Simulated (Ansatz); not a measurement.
GaAs

Input file:

```
crystal:
  lattice:
    - [0.0, 5.6033815714, -5.6033815714]
    - [5.6033815714, 5.6033815714, 0.0]
    - [5.6033815714, 0.0, -5.6033815714]
  atoms:
    - { symbol: Ga, position: [0.5, 0.0, 0.5] }
    - { symbol: Ga, position: [0.5, 0.5, 0.5] }
    - { symbol: Ga, position: [0.0, 0.0, 0.5] }
    - { symbol: Ga, position: [0.0, 0.5, 0.5] }
    - { symbol: Ga, position: [0.5, 0.0, 0.0] }
    - { symbol: Ga, position: [0.5, 0.5, 0.0] }
    - { symbol: Ga, position: [0.0, 0.0, 0.0] }
    - { symbol: Ga, position: [0.0, 0.5, 0.0] }
    - { symbol: As, position: [0.125, 0.125, 0.125] }
    - { symbol: As, position: [0.125, 0.625, 0.125] }
    - { symbol: As, position: [0.625, 0.125, 0.125] }
    - { symbol: As, position: [0.625, 0.625, 0.125] }
    - { symbol: As, position: [0.125, 0.125, 0.625] }
    - { symbol: As, position: [0.125, 0.625, 0.625] }
    - { symbol: As, position: [0.625, 0.125, 0.625] }
    - { symbol: As, position: [0.625, 0.625, 0.625] }
basis:
  ecutwfc: 420
  xc_grid: 2
kpoints:
  mp_grid: { grid: [3, 3, 3], shift: [0.0, 0.0, 0.0] }
hamiltonian:
  xc: lda
scf:
  occupations: { method: gaussian, width: 0.02 }
output:
  forces: true
  stress: true
  eigenvalues: true
  write_density: true
  write_potential: true
  elf: true
  volumetric_format: npy
```

Command:

```sh
ansatz run input.yaml --threads 4 --pin off --max-ram 8192MiB --backend cpu --events-out ev --progress --plain --runs-dir out
```

Space group F-43m; a structure from a database of computed crystals, not necessarily the ambient phase.

All numbers below come from DFT LDA, scalar-relativistic, plane waves, PAW in Ansatz 0.2.0.

The density is the valence pseudo-density of a PAW calculation; it isn't the true density close to the nuclei.

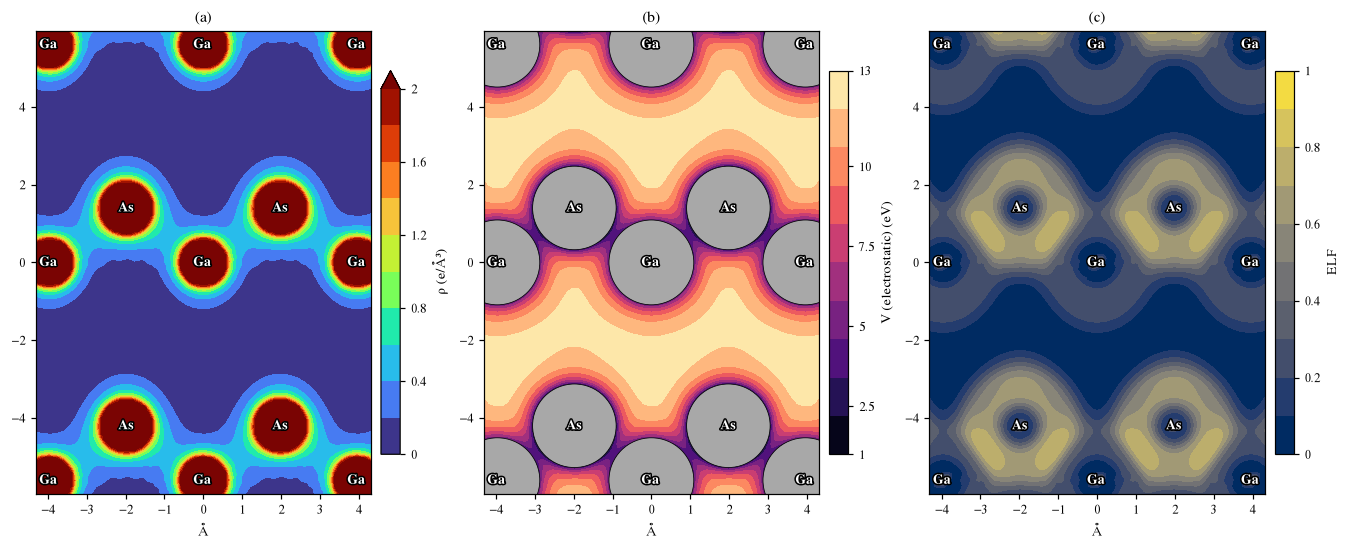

Figure 1. (a) valence electron density; (b) electrostatic potential energy of an electron; (c) ELF on the (11̄0) plane of the calculation cell. Grey discs cover the atomic cores in the potential map.

Q: Interpret the plot.

A: The section cuts through Ga and As sites.
Ga–As (2.43 Å): the density is about 0.51 e/Å³ at the midpoint; the ELF peaks at about 0.80 between the atoms, as expected for a covalent bond.
Between the atoms the lowest density in this plane is 0.02 e/Å³.
The features right at Ga lie inside the PAW spheres, where the map follows smoothed inner orbitals and isn't to be read closely.
Outside the cores the potential energy rises away from the atoms and is highest about 2.4 Å from the nearest atoms; its zero is arbitrary.

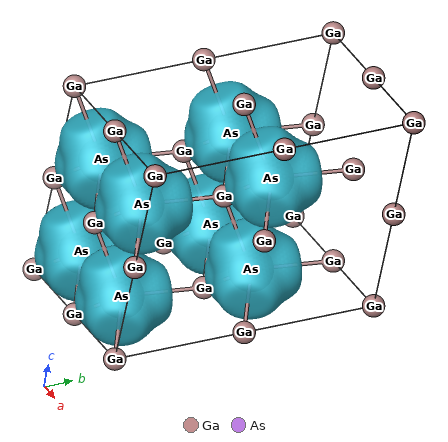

Figure 2. Isosurface of the electron localisation function at 0.55 (cyan), seen slightly off an axis. Only the valence region is drawn (cores and ρ < 0.01 e/Å³ removed). Sticks mark near contacts.

Q: What do the ELF domains correspond to?

A: The surface consists of eight regions on As in which the atom's valence shell and bonds are merged, counted in one cell of 16 atoms. Any copies at cell faces, edges or corners count once.

Q: Does the calculation make it a metal, or give it a gap?

A: It is gapped, with a Kohn–Sham gap of 0.48 eV on the k-point mesh (the band edges may lie off the mesh, which would make the gap smaller).
